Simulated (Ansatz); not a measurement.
# MoS$_{2}$: what the fields show

```
Mo S
1.0
     5.84320    0.00000    0.00000
     0.00000    5.84320    0.00000
     0.00000    0.00000    3.24136
Mo S
2 4
Direct
  0.00000 0.00000 0.00000
  0.50000 0.50000 0.50000
  0.28738 0.28738 0.00000
  0.21262 0.78738 0.50000
  0.78738 0.21262 0.50000
  0.71262 0.71262 0.00000
```

Space group P4₂/mnm; started from the rutile prototype, which need not be the ambient phase; computed without spin polarisation.

The calculation used DFT, r2SCAN, plane waves, PAW in Ansatz.

Core electrons are frozen (PAW), and the valence fields are smoothed inside the atomic spheres.

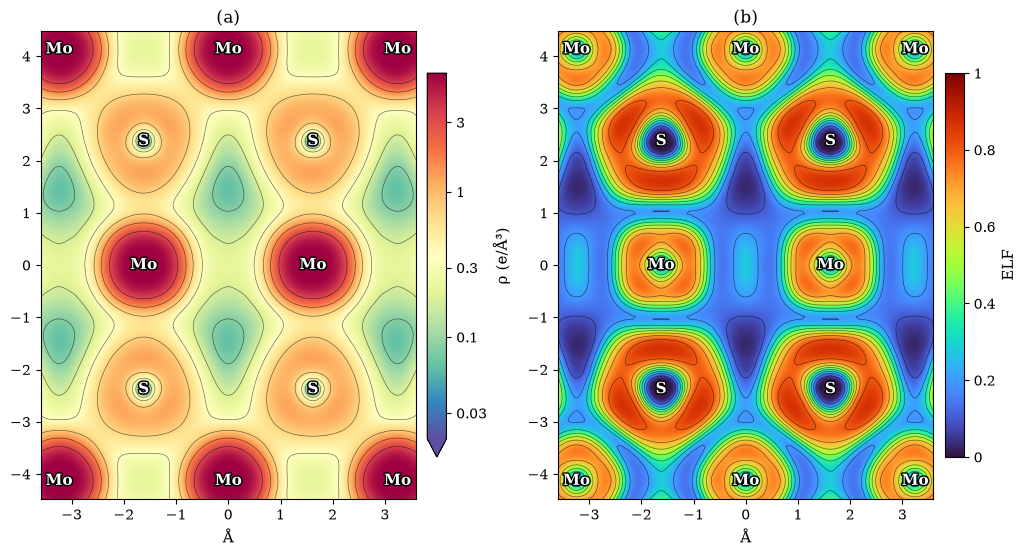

Figure 1. (a) valence charge density (pseudo); (b) electron localisation function on the (110) plane of the conventional cell.

### What do the fields say about this system?

- The plane passes through Mo and S nuclei.
- Mo–S (2.39 Å): the density is about 0.58 e/Å³ at the midpoint; the ELF peaks at about 0.85 in the valence shell of S, 0.8 Å from its nucleus, and is about 0.35 at the midpoint.
- Between the atoms the lowest density in this plane is 0.06 e/Å³.
- The features right at Mo lie inside the PAW spheres, where the map follows smoothed inner orbitals and isn't to be read closely.

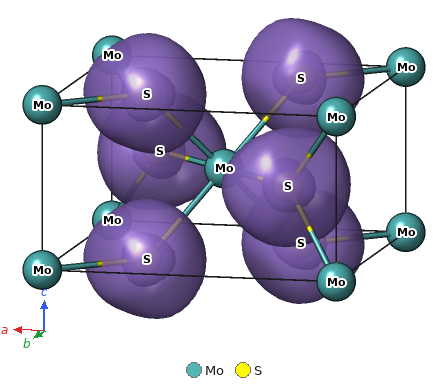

Figure 2. Isosurface of the ELF at 0.65 (purple), seen at an oblique angle. Only the valence region is drawn (cores and ρ < 0.01 e/Å³ removed). Sticks mark near contacts.

### Where are the electrons localised?

The ELF exceeds this value in four regions wrapped around S (the valence shell of each), counted in one cell of 6 atoms. Regions shared between cells count once. Profiles from the grid: Mo–S (2.37 Å): the ELF peaks at about 0.85 in the valence shell of S, 0.8 Å from its nucleus, and is about 0.35 at the midpoint.
